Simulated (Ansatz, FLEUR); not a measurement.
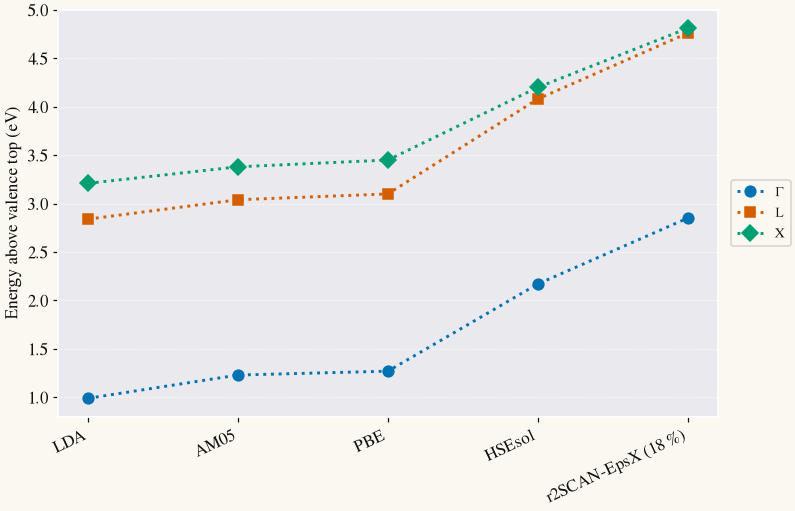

Lowest conduction level at each named k point, counted from the valence-band top at Γ, by several methods on one cell of zincblende CdS, space group F-43m (No. 216), 2 atoms in the primitive cell, volume scaled by a factor 0.94; cubic a = 5.714 Å. All runs are without spin-orbit coupling and carry no moments. The cell is at 8 GPa in PBE.

### How do the methods rank at Γ?

From low to high: LDA 0.99, AM05 1.23, PBE 1.27, HSEsol 2.17, r2SCAN-EpsX (18 %) 2.85 eV. Too close to rank are AM05 against PBE (different programs).

### Do the methods agree on which of these conduction levels is lowest?

Yes: all put it at Γ.

| method | program | Γ (eV) | L (eV) | X (eV) |
| --- | --- | --- | --- | --- |
| LDA | Ansatz LAPW | 0.99 | 2.84 | 3.21 |
| AM05 | FLEUR | 1.23 | 3.04 | 3.38 |
| PBE | Ansatz LAPW | 1.27 | 3.10 | 3.45 |
| HSEsol | Ansatz | 2.17 | 4.08 | 4.20 |
| r2SCAN-EpsX (18 %) | Ansatz | 2.85 | 4.76 | 4.81 |

Settings. LDA: all-electron LAPW, 8×8×8 k mesh, Fermi-Dirac smearing of 0.05 eV (Ansatz 0.2.0). AM05: all-electron, 8×8×8 k mesh, Fermi-Dirac smearing of 0.05 eV (FLEUR MaX-R8.1 (later development tree)). PBE: all-electron LAPW, 8×8×8 k mesh, Fermi-Dirac smearing of 0.05 eV (Ansatz 0.2.0). HSEsol: Ansatz PAW, 4×4×4 k mesh, 420 eV cutoff, Fermi-Dirac smearing of 0.05 eV (Ansatz 0.2.0). r2SCAN-EpsX (18 %): a hybrid whose share of exact exchange is set to 1/ε∞, Ansatz PAW, 4×4×4 k mesh, 500 eV cutoff, Fermi-Dirac smearing of 0.05 eV (Ansatz).

These are five of the 18 methods that were run on this cell. The runs come from different programs and meshes, which adds differences of its own. The usual form of CdS is wurtzite, though both occur. LDA, GGA and most meta-GGA functionals understate gaps. HSEsol and r2SCAN-EpsX (18 %): the k mesh is coarse, so the values aren't converged, least of all with exact exchange. HSEsol and r2SCAN-EpsX (18 %): the PAW data sets were made with another functional.
